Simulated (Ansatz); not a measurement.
## Geometry relaxation, with input and output: B6As (part 2 of 2)

The same run, continued: B6As (Pm-3m, 7 atoms in the cell); DFT r2SCAN, scalar-relativistic, plane waves, PAW, no spin polarisation (Ansatz 0.2.0); cutoff 500 eV, 10×10×10 k-mesh, Gaussian smearing of 0.1 eV. The structure was made by swapping elements on the sites of another compound; it need not be a known phase. It belongs to a series of runs on one base structure; here: anti-CaB6 type (Pm-3m, No. 221).

## Output, continued
```
--- Per-component energies (eV) ---
  E_band       = -251.285071
  E_kinetic    = 389.813637
  E_local      = -2003.845741  (includes V_loc(G=0)·N_el)
  E_nonlocal   = -600.329746
  E_hartree    = 1034.059148
  E_xc         = -259.306667
  E_vxc        = -327.726437  (∫ρ·V_xc dr)
  E_paw        = -2326.257645  (= ΣΔE_a)
  E_vpaw       = 206.345480  (= ΣTr[D̂ρ^β])
  E_aug_tail   = -0.000013  (compensation charges beyond the density's cutoff)
  E_vtau       = 16.339408  (kinetic-family band-sum trace: ∫τ·v_τ [+ j·A + Jᵃ·Aᵃ] dr)
  E_ewald      = -2032.183191
  E_core_change = -1.568060  (= ΣΔE_core)
  E_smearing   = -0.013425  (= −TS)
  E_closure    = 0.000000  (closes the sum)
  Σ components = -5799.631703   (vs F -5799.631703, Δ=0.00e0)
--- Forces (eV/Å), atoms counted from 1 ---
  atom   1  B     -0.00000000     0.00000000    -0.00523190
  atom   2  B      0.00000000    -0.00000000     0.00523190
  atom   3  B     -0.00523190     0.00000000     0.00000000
  atom   4  B      0.00523190    -0.00000000    -0.00000000
  atom   5  B      0.00000000    -0.00523190    -0.00000000
  atom   6  B      0.00000000     0.00523190     0.00000000
  atom   7  As    -0.00000000    -0.00000000     0.00000000
  max |Σ_I F_I| component: 3.24e-17 eV/Å
--- Stress (GPa, compression-positive) ---
       -0.026371       0.000000      -0.000000
        0.000000      -0.026371      -0.000000
       -0.000000      -0.000000      -0.026371
  P = ⅓ Tr σ = -0.0264 GPa (-0.264 kbar)
--- Band table (eV; the first three rows and the last of 56) ---
  k-point 0: bands = ["-29.6857", "-29.6857", "-29.6836", "-29.6836", "-29.6836", "-7.5903", "-3.1179", "0.7476", "0.7476", "0.7476", "2.5055", "2.5055", "2.7999", "8.1351", "8.1351", "8.1351", "8.2955", "8.2955", "8.2955", "11.2494", "11.2494", "11.2494", "15.7081", "15.7081"]
  k-point 1: bands = ["-29.6857", "-29.6856", "-29.6836", "-29.6836", "-29.6836", "-7.5417", "-3.2139", "0.4914", "0.8082", "0.8082", "2.5284", "2.6452", "3.0077", "7.3290", "7.3290", "8.1522", "8.3649", "8.8121", "8.8121", "10.9880", "11.6027", "11.6027", "15.8724", "16.1252"]
  k-point 2: bands = ["-29.6857", "-29.6855", "-29.6837", "-29.6837", "-29.6836", "-7.4033", "-3.4940", "0.1855", "0.9822", "0.9822", "2.2778", "2.5899", "3.9791", "6.3528", "6.3528", "8.1977", "8.5285", "9.1665", "9.1665", "10.4289", "12.3179", "12.3179", "16.2606", "17.1476"]
  k-point 55: bands = ["-29.6847", "-29.6847", "-29.6840", "-29.6840", "-29.6840", "-6.2659", "-2.8005", "-0.8367", "-0.8367", "-0.8367", "2.2029", "2.2029", "2.2029", "6.8558", "6.8558", "6.8558", "10.4378", "10.4378", "10.4378", "14.3961", "16.5128", "16.5128", "16.5128", "17.4469"]
--- Relaxed structure (3 steps of the walk, 3 accepted, 1 SCFs on fresh bases) ---
  F+E_penalty+E_count = -5799.63170254 eV   max|allowed force component| = 5.232e-3 eV/Å   (the final SCF, on the basis selected at the relaxed cell)
  cell:  # Å, volume = 71.6741 Å³
    - [4.153881509238969, -4.975319023000359e-34, 0.0]
    - [-4.65433069893582e-34, 4.153881509238969, 1.6049416203226965e-35]
    - [0.0, 1.6049416203226965e-35, 4.153881509238969]
  atoms:
    - { symbol: B, position: [0.5000000000000001, 0.5000000000000001, 0.19923065452868202] }
    - { symbol: B, position: [0.5000000000000001, 0.5000000000000001, 0.8007693454713183] }
    - { symbol: B, position: [0.19923065452868202, 0.5000000000000001, 0.5000000000000001] }
    - { symbol: B, position: [0.8007693454713183, 0.5000000000000001, 0.5000000000000001] }
    - { symbol: B, position: [0.5000000000000001, 0.19923065452868202, 0.5000000000000001] }
    - { symbol: B, position: [0.5000000000000001, 0.8007693454713183, 0.5000000000000001] }
    - { symbol: As, position: [-4.465769279751562e-20, -3.721474399792972e-20, -3.7214743997929515e-20] }
```

## Trajectory as extended XYZ (Å, eV, eV/Å), 4 frames, from step=1 to step=4
```
7
Lattice="4.1620 0.0000 0.0000 0.0000 4.1620 0.0000 0.0000 0.0000 4.1620" Properties=species:S:1:pos:R:3:forces:R:3 step=1 energy=-5799.62799 pressure_GPa=-1.00
B     2.0810    2.0810    0.8257    0.0000   0.0000   0.2310
B     2.0810    2.0810    3.3362    0.0000   0.0000  -0.2310
B     0.8257    2.0810    2.0810    0.2310   0.0000   0.0000
B     3.3362    2.0810    2.0810   -0.2310   0.0000   0.0000
B     2.0810    0.8257    2.0810    0.0000   0.2310   0.0000
B     2.0810    3.3362    2.0810    0.0000  -0.2310   0.0000
As    0.0000    0.0000    0.0000    0.0000   0.0000   0.0000
7
Lattice="4.1582 0.0000 0.0000 0.0000 4.1582 0.0000 0.0000 0.0000 4.1582" Properties=species:S:1:pos:R:3:forces:R:3 step=2 energy=-5799.63050 pressure_GPa=-0.55
B     2.0791    2.0791    0.8264    0.0000   0.0000   0.1359
B     2.0791    2.0791    3.3318    0.0000   0.0000  -0.1359
B     0.8264    2.0791    2.0791    0.1359   0.0000   0.0000
B     3.3318    2.0791    2.0791   -0.1359   0.0000   0.0000
B     2.0791    0.8264    2.0791    0.0000   0.1359   0.0000
B     2.0791    3.3318    2.0791    0.0000  -0.1359   0.0000
As    0.0000    0.0000    0.0000    0.0000   0.0000   0.0000
7
Lattice="4.1539 0.0000 0.0000 0.0000 4.1539 0.0000 0.0000 0.0000 4.1539" Properties=species:S:1:pos:R:3:forces:R:3 step=3 energy=-5799.63173 pressure_GPa=-0.02
B     2.0769    2.0769    0.8276    0.0000   0.0000  -0.0054
B     2.0769    2.0769    3.3263    0.0000   0.0000   0.0054
B     0.8276    2.0769    2.0769   -0.0054   0.0000   0.0000
B     3.3263    2.0769    2.0769    0.0054   0.0000   0.0000
B     2.0769    0.8276    2.0769    0.0000  -0.0054   0.0000
B     2.0769    3.3263    2.0769    0.0000   0.0054   0.0000
As    0.0000    0.0000    0.0000    0.0000   0.0000   0.0000
7
Lattice="4.1539 0.0000 0.0000 0.0000 4.1539 0.0000 0.0000 0.0000 4.1539" Properties=species:S:1:pos:R:3:forces:R:3 step=4 energy=-5799.63170 pressure_GPa=-0.03
B     2.0769    2.0769    0.8276    0.0000   0.0000  -0.0052
B     2.0769    2.0769    3.3263    0.0000   0.0000   0.0052
B     0.8276    2.0769    2.0769   -0.0052   0.0000   0.0000
B     3.3263    2.0769    2.0769    0.0052   0.0000   0.0000
B     2.0769    0.8276    2.0769    0.0000  -0.0052   0.0000
B     2.0769    3.3263    2.0769    0.0000   0.0052   0.0000
As    0.0000    0.0000    0.0000    0.0000   0.0000   0.0000
```

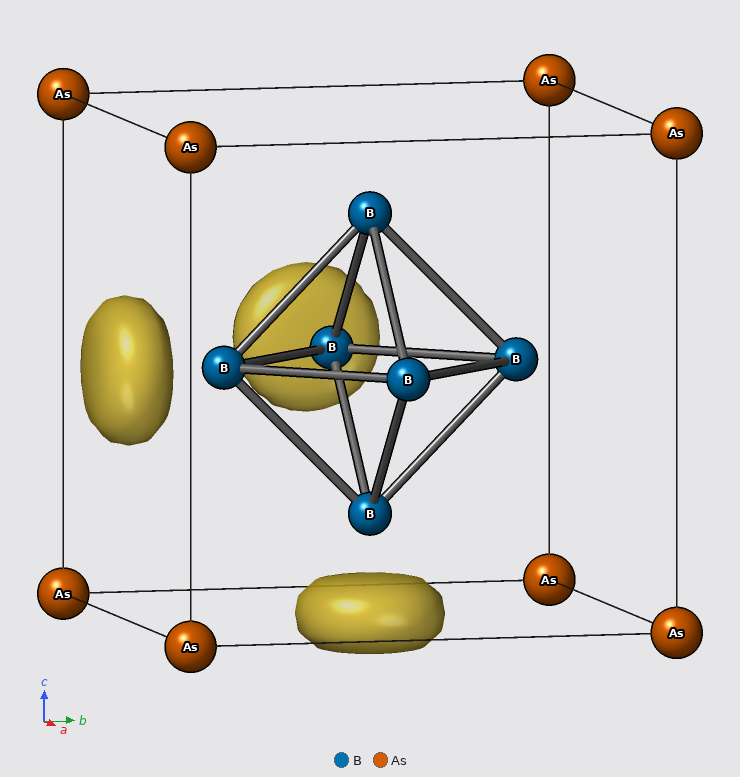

Isosurface of the electron localisation function at 0.85 (yellow), seen slightly off an axis. Core shells and regions of very low density are left out. Sticks mark near contacts. The outline is the cell set on symmetry axes. The ELF exceeds this value in three regions between bonded B–B atoms (shared pairs), counted in one cell of 7 atoms. Profiles from the grid: B–B (1.66 Å): the ELF peaks at about 1 between the atoms, as expected for localised, shared-pair bonding. The fields are those of the smooth PAW valence density.

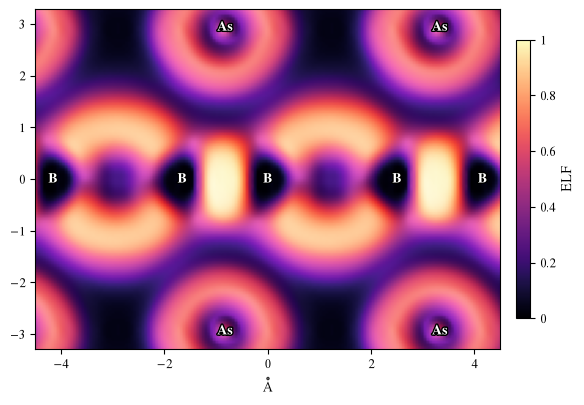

ELF on the (011̄) plane of the conventional cell. Atoms in the plane: B and As.

This output came from the following input.

## The input
```yaml
crystal:
  lattice:
    - [4.1619532476, 0.0, 0.0]
    - [0.0, 4.1619532476, 0.0]
    - [0.0, 0.0, 4.1619532476]
  atoms:
    - { symbol: B, position: [0.5, 0.5, 0.1983957967] }
    - { symbol: B, position: [0.5, 0.5, 0.8016042033] }
    - { symbol: B, position: [0.1983957967, 0.5, 0.5] }
    - { symbol: B, position: [0.8016042033, 0.5, 0.5] }
    - { symbol: B, position: [0.5, 0.1983957967, 0.5] }
    - { symbol: B, position: [0.5, 0.8016042033, 0.5] }
    - { symbol: As, position: [0.0, 0.0, 0.0] }
basis:
  ecutwfc: 500
kpoints:
  mp_grid: { grid: [10, 10, 10] }
hamiltonian:
  xc: r2scan
scf:
  occupations: { method: gaussian, width: 0.1 }
output:
  forces: true
  stress: true
  eigenvalues: true
  write_density: true
  write_potential: true
  elf: true
  volumetric_format: npy
relax:
  adjacent_minimum: "off"
  f_tol: 0.01
  max_steps: 80
  cell: { stress_tol: 0.05 }
```

Run as:
```bash
ansatz run input.yaml --threads 1 --pin off --max-ram 2560MiB --backend cpu --events-out ev --progress --plain --runs-dir out
```

## Key numbers

```tsv
quantity	value
outcome	converged
space group (tolerance 0.01 Å)	Pm-3m (221)
electrons treated	33
free energy	−5799.6317 eV
Fermi energy	8.196 eV
gap on the k-point mesh	none (metallic)
pressure	−0.03 GPa
final volume	71.67 Å³
largest force (length of the vector) at the end	0.005 eV/Å
final cell	a = 4.154 Å, b = 4.154 Å, c = 4.154 Å, α = 90.00°, β = 90.00°, γ = 90.00°
hardware	1 thread of Intel Xeon @ 2.90GHz (Ice Lake), 192 GiB of memory available, shared host
wall time	44 s
peak memory	0.62 GiB
```
